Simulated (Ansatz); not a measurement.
Cu

The calculation's input:

```
crystal:
  lattice:
    - [11.5683224068, 0.0, 1.4014e-06]
    - [0.0, 2.2546350667, 0.0]
    - [-4.5948541118, 0.0, 21.7431577353]
  atoms:
    - { symbol: Cu, position: [0.5, 0.5, 0.5] }
basis:
  ecutwfc: 420
kpoints:
  mp_grid: { grid: [6, 30, 4] }
hamiltonian:
  xc: pbesol
  dispersion: d3bj
scf:
  occupations: { method: gaussian, width: 0.15 }
output:
  forces: true
  stress: true
  eigenvalues: true
  write_density: true
  write_potential: true
  elf: true
  volumetric_format: npy
```

Launched as:

```sh
ansatz run input.yaml --threads 1 --pin off --max-ram 2560MiB --backend cpu --events-out ev --progress --plain --runs-dir out
```

Below, planes, directions and counts refer to the conventional cell (a = 11.57 Å, b = 2.25 Å, c = 22.22 Å, α = 90.00°, β = 101.93°, γ = 90.00°).

Space group P2/m; a structure from a database of computed crystals, not necessarily the ambient phase; computed without spin polarisation.

Method: DFT PBEsol+D3(BJ), scalar-relativistic, plane waves, PAW (Ansatz 0.2.0).

> What can the converged valence pseudo-density and electron localisation function tell about the bonding?

Cu–Cu (2.25 Å): the density is about 0.4 e/Å³ at the midpoint; the ELF is about 0.20 at the midpoint (no shared electron pair shows on this line).

> Metal or insulator at this level of theory?

It is gapless in this calculation (a metal or semimetal).

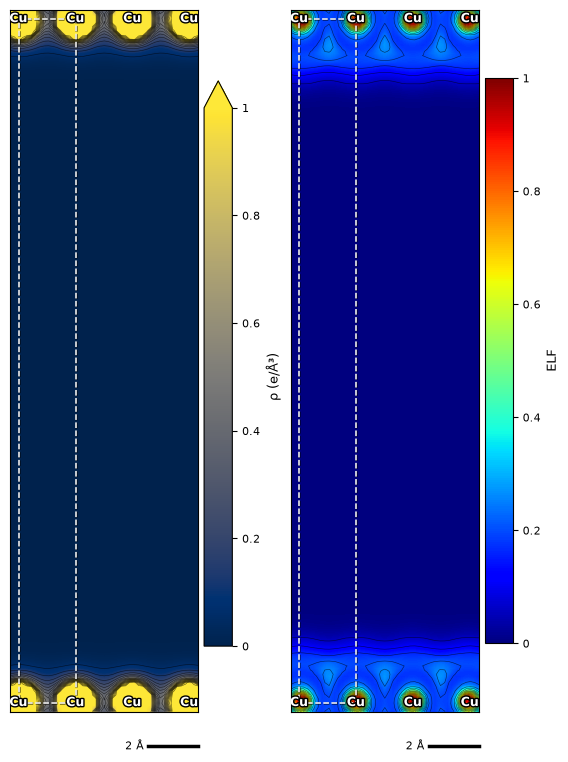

Computed valence pseudo-density and electron localisation function on the (101) plane of the conventional cell, in this order. 

The density is the valence pseudo-density of a PAW calculation; it isn't the true density close to the nuclei.
